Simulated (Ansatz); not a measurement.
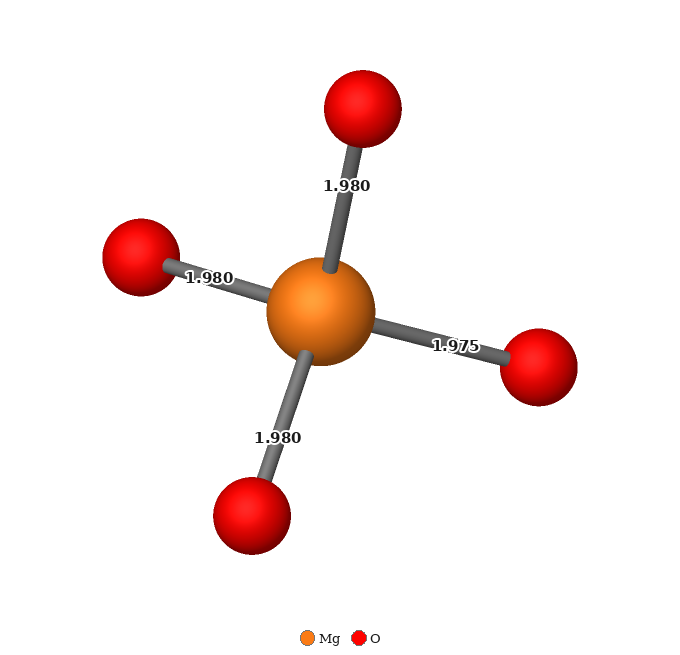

The surroundings of site Mg2 (at 0.333, 0.667, 0.249) in MgO in space group P6_3mc, with bond lengths in Å.

Origin of the cell: coordinates from a relaxation with Ansatz 0.2.0, DFT, PBEsol, plane waves, PAW; the starting structure was generated, so it need not be a known form of this composition.

```
CELL_PARAMETERS angstrom
3.25507 0.00000 0.00000
-1.62753 2.81897 0.00000
0.00000 0.00000 10.41528
ATOMIC_POSITIONS crystal
Mg 0.00000 0.00000 0.99781
Mg 0.33333 0.66667 0.24916
Mg 0.00000 0.00000 0.49781
Mg 0.66667 0.33333 0.74916
O 0.00000 0.00000 0.18920
O 0.33333 0.66667 0.43883
O 0.00000 0.00000 0.68920
O 0.66667 0.33333 0.93883
```

Bond valence s = exp((R0 − d)/b), R0 fitted to published crystal structures with b = 0.37 Å; R0 in Å: Mg2+–O 1.677.

**Calculate the bond-valence sum of Mg2 from the bonds drawn.**

1 × 0.447 + 3 × 0.441 = 1.77 v.u., against a formal valence of 2: underbonded (bonds long for this ion) by 0.23.

**And over the whole structure?**

```csv
site,"x, y, z",formal valence,bond-valence sum,difference
Mg1,"0.000, 0.000, 0.998",+2,1.80,-0.20
Mg2,"0.333, 0.667, 0.249",+2,1.81,-0.19
O1,"0.000, 0.000, 0.189",−2,1.79,-0.21
O2,"0.333, 0.667, 0.439",−2,1.82,-0.18
```

These sums include all anions within 5 Å. The global instability index (root mean square of the differences over all atoms) is 0.19 v.u.: moderate strain, common in real structures.
